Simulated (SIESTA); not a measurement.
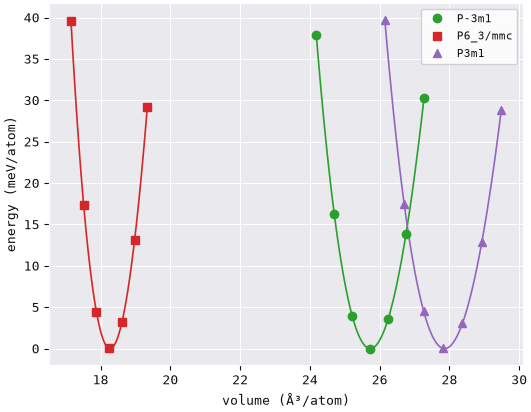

Energy against volume, with one curve for each structure, for WS₂. Each energy curve has its own zero, so the curves don't rank the structures.

Settings that differ: P-3m1: k mesh 8×8×1; P6_3/mmc: k mesh 10×10×3; P3m1: k mesh 8×8×1.

The fitted equilibrium volumes, smallest first, are P6_3/mmc 18.269, P-3m1 25.730, P3m1 27.860 Å³/atom. The fitted bulk moduli, smallest first, are P3m1 107.9, P-3m1 116.8, P6_3/mmc 165.4 GPa.

How it was computed, with SIESTA 5.4.2: DFT in numerical atomic orbitals with pseudopotentials, no spin polarisation; energies at scaled volumes of the given cell, shape and fractions fixed, counted from the fit's minimum, third-order Birch-Murnaghan fit. Level: PBEsol.

- occupations: Fermi–Dirac
- smearing width: 0.05 eV
- potentials: PseudoDojo 0.4 standard, converted to PSML, two zetas on semicore shells

Caveats: mulliken charges of long orbitals; short basis over semicore shells; shape and atomic fractions are frozen while scaling, which makes layered, chain and framework solids too stiff.
